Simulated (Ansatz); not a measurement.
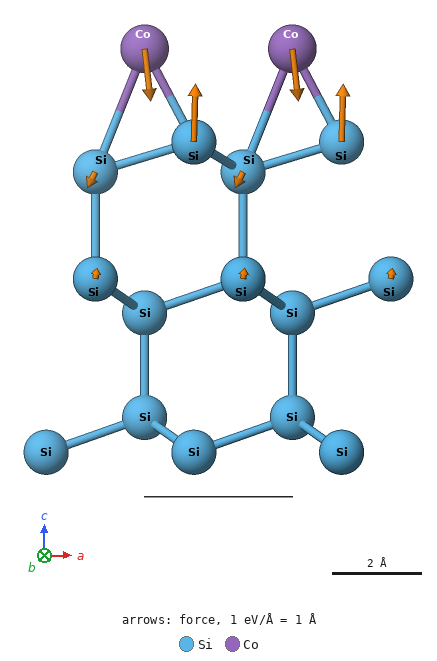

Starting geometry of a slab of composition CoSi$_{6}$ (cut from the Fd-3m phase) with the computed forces as orange arrows. The picture is a ball-and-stick view of the cell of the calculation, outlined in the plane, without the vacuum, seen along the b axis.

Case: Co put at a bridge Si-Si site. The slab is the (1 1 1) face of Si with Co on it. 3 atoms are held fixed.

These are results of Ansatz, DFT PBEsol, scalar-relativistic, plane waves, PAW, not measurements. (plane-wave cutoff 420 eV; k-point mesh 9 × 9 × 1; occupations gaussian; smearing width 0.05 eV; collinear spin; dipole correction; atoms relaxed in a fixed cell; force threshold 0.03 eV/Å; at most 70 steps)

### Is this structure relaxed? If not, where do the atoms go?

It isn't relaxed: the largest force vector, on a Si atom, is 1.32 eV/Å. The final displacements follow the starting forces only in part (cosine between the two patterns 0.61). The largest move is that of the Co atom, 1.39 Å at 54° to the normal (−c side). Largest moves by element: Co 1.39 Å, Si 0.65 Å. The lattice vectors keep their values. Among the contacts that change: Co–Si 3.608 → 2.306 Å, Co–Si 2.988 → 2.056 Å, Si–Si 2.318 → 2.654 Å, Si–Si 2.318 → 2.633 Å. New bonds form: Co–Si (3.61 → 2.31 Å). Bond angles that change, for instance: Si–Si–Si 111.9° → 93.2°, Si–Si–Si 111.9° → 93.7°, Si–Si–Si 106.9° → 123.3°. Over 10 geometry steps the energy falls by 1.873 eV per cell of the calculation. Largest force component: 1.3 eV/Å at the start, 0.011 eV/Å at the end. The program noted that the starting moments weren't kept.

Limits of the set-up: the periodic images lie only 3.8 Å apart, so the values are limited by the cell's size.
